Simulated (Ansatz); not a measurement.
System: Ge.

Method: relaxed lattice of one prototype by several density functionals, zero stress, symmetry kept, spin-unpolarised plane waves (Ansatz 0.2.0).

- prototype: lonsdaleite (2H)
- atoms in cell: 4
- periodic directions: 3

What does the calculation give for the volume per atom by functional? The cases: r2SCAN; PBE; PBEsol; LDA; HSE06.

The least value, 22.177 Å³, is that of LDA, and the largest, 23.867 Å³, that of PBE. In rising order: LDA (22.177), r2SCAN (22.811), PBEsol (22.851), HSE06 (22.922), PBE (23.867), in Å³. The lattice constant a, in Å, is 3.998 for r2SCAN, 4.058 for PBE, 4.005 for PBEsol, 3.968 for LDA and 4.008 for HSE06. The lattice constant c, in Å, is 6.593 for r2SCAN, 6.693 for PBE, 6.579 for PBEsol, 6.505 for LDA and 6.589 for HSE06.

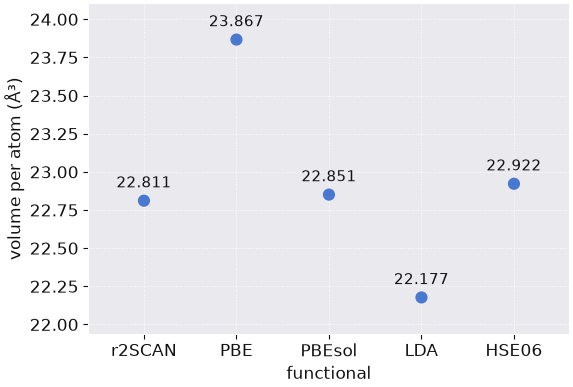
